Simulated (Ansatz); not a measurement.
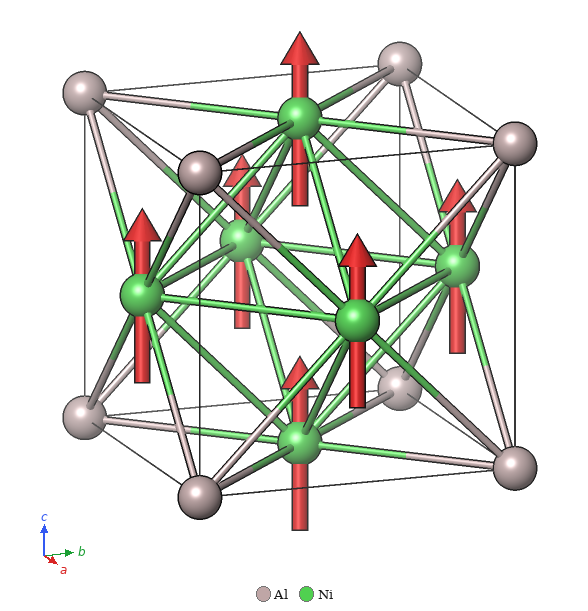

Ball-and-stick representation of a periodic structure, projected slightly off an axis. One simulation cell is framed, with atoms on its boundary repeated. Arrows are the site magnetic moments above 0.25 μB; longer means larger, and red and blue are up and down (without spin-orbit coupling the axis itself is arbitrary).

This is the state reached for AlNi3. The numbers come from Ansatz, DFT PBE, scalar-relativistic, plane waves, PAW, using a basis cut at 420 eV, k-point mesh 12×12×12, Gaussian smearing of 0.1 eV, collinear spins.

Name the magnetic order and give the moments.

Ferromagnetic (within this cell). Site moments: 3 Ni +0.3 μB. The net spin moment of the whole cell is 0.8 μB.

Its origin is a structure listed in the Materials Project, with elements exchanged, so it need not be a known form of the compound. The cell was then strained or its atoms displaced on purpose. A calculation with Ansatz used it as input.

At this level of theory the cell isn't at rest (stretched, at -22 GPa), so its distances can differ from those at equilibrium, the more so the softer the solid, and its magnetic state may change on relaxation.
